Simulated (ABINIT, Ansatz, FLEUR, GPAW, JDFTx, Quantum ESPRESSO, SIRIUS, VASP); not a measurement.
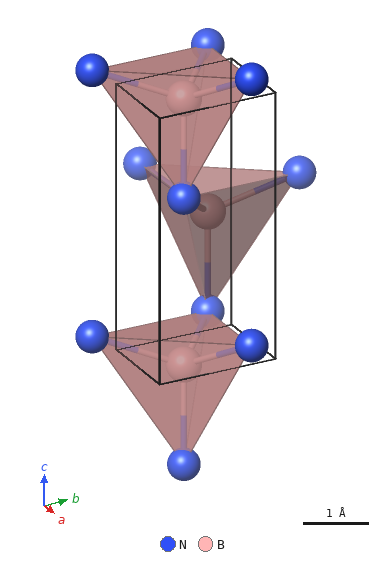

BN, wurtzite, space group P6₃mc (No. 186), a = 2.554 Å, b = 2.554 Å, c = 4.227 Å, α = 90.00°, β = 90.00°, γ = 120.00°. View slightly off an axis, drawn as a polyhedral model. Thin lines show the conventional unit cell, with boundary atoms drawn in all their periodic places. Some neighbours outside the box are added. The cell is a structure listed in the Materials Project. Other forms of this composition are known.

One fixed geometry in eight programs or potential sets. Alike in all runs: functional PBE; k mesh 12 × 12 × 6 on the run's cell of 4 atoms; occupations fermi-dirac, width 0.05 eV; no spin polarisation; no spin-orbit coupling. A dash marks a pressure that wasn't computed or isn't reliable.

| program | gap (eV) | pressure (GPa) |
| --- | --- | --- |
| VASP (PBE potentials, release 64 N, B) | 5.20 | 0.2 |
| SIRIUS (PseudoDojo 0.4.1 standard) | 5.27 | -0.4 |
| GPAW (PAW data 1.2.1) | 5.20 | -1.2 |
| ABINIT (JTH PAW PBE v2.0) | 5.19 | - |
| Ansatz (Ansatz PAW soft_1) | 5.21 | -0.2 |
| JDFTx (PseudoDojo 0.5 standard) | ? | ? |
| FLEUR (all-electron) | 5.20 | - |
| Quantum ESPRESSO (SSSP 1.3 efficiency) | 5.22 | -1.4 |

Question: What does JDFTx (PseudoDojo 0.5 standard) give?

Answer: A gap of 5.27 eV and a pressure of -0.4 GPa. The other rows span 5.19 to 5.27 eV and -1.4 to 0.2 GPa.

Question: Is this cell larger or smaller than the equilibrium cell of this functional?

Answer: The pressures reach from -1.4 to 0.2 GPa, across zero or close to it, so the programs don't settle the sign.

Gaps are the least found on the k-mesh, which can miss the band edges. Plane-wave pressures hold the error of each finite cutoff.

Notes on single rows: Ansatz (Ansatz PAW soft_1): the pressure holds a Pulay correction of +0.6 GPa for the finite cutoff; JDFTx (PseudoDojo 0.5 standard): the empty levels aren't tightly converged.
